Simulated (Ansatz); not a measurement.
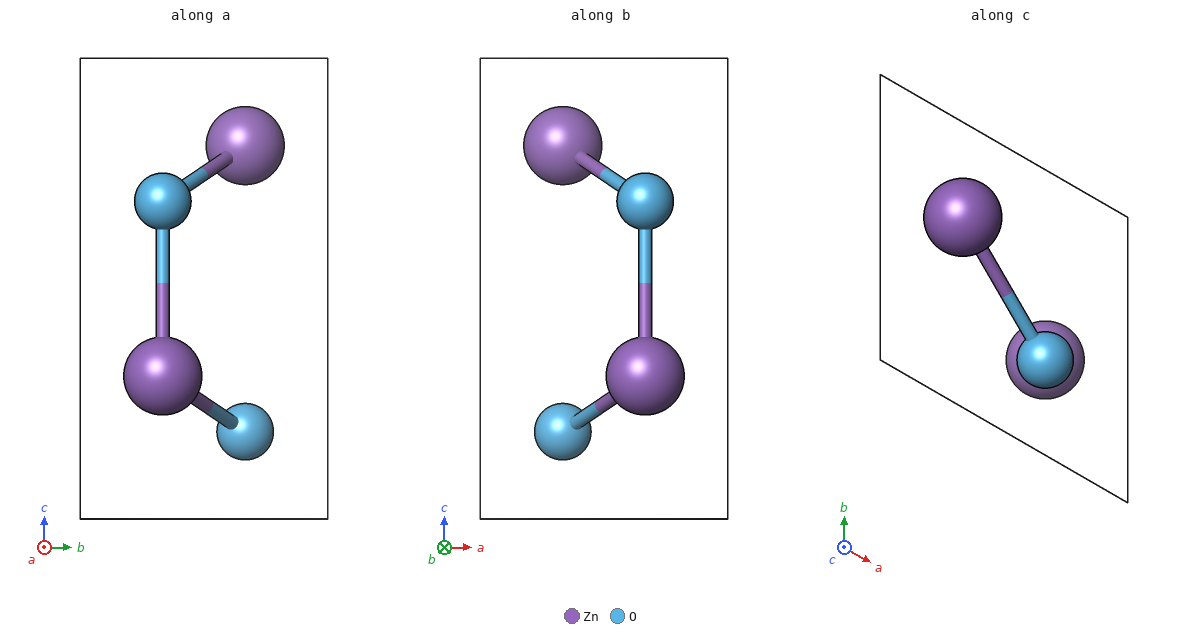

The crystal in a ball-and-stick representation, seen along the a axis, along the b axis and along the c axis. Atoms at the boundary of the conventional unit cell (the box) are drawn once for each face, edge or corner they touch.

Lattice parameters: a = 3.2796 Å, b = 3.2796 Å, c = 5.2934 Å, α = 90.000°, β = 90.000°, γ = 120.000°.

Q: Give the structure in the form of a CIF with its space group and independent sites, with free fractional coordinates to two decimals.

A:
```cif
data_structure
_symmetry_space_group_name_H-M 'P 63 m c'
_symmetry_Int_Tables_number 186
_cell_length_a 3.2796
_cell_length_b 3.2796
_cell_length_c 5.2934
_cell_angle_alpha 90.000
_cell_angle_beta 90.000
_cell_angle_gamma 120.000
_cell_volume 49.31
loop_
_atom_site_label
_atom_site_type_symbol
_atom_site_symmetry_multiplicity
_atom_site_Wyckoff_symbol
_atom_site_fract_x
_atom_site_fract_y
_atom_site_fract_z
_atom_site_occupancy
Zn1 Zn 2 b 0.3333 0.6667 0.81 1
O1 O 2 b 0.6667 0.3333 0.69 1
```

The structure comes from a structure type filled with these elements by a generator (whether the compound takes this form wasn't checked). Relaxation method: Ansatz 0.2.0, DFT PBE, scalar-relativistic, plane waves, PAW.
